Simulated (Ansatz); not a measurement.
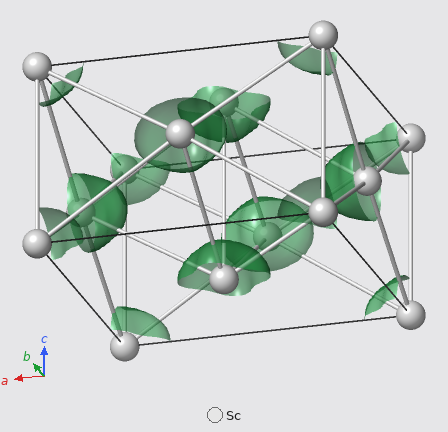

Figure 1: Sc. Density of the Kohn–Sham states from −0.25 to +0.25 eV about the Fermi level (the states at the Fermi level), scaled to one electron a cell: green surface at 0.02 1/Å³, in the conventional cell seen at an oblique angle.

Space group P4/nmm. This isn't the usual form at ambient conditions. The cell comes from a database of computed structures, not from a measurement.

Level of theory: DFT PBE, scalar-relativistic, plane waves, PAW (Ansatz).

Core electrons are frozen (PAW), so the fields are smoothed inside the atomic spheres.

Which atoms and orbitals make up these states?

Answer. Projected on a minimal set of atomic orbitals (Löwdin), they are Sc 3d (over 95 %).
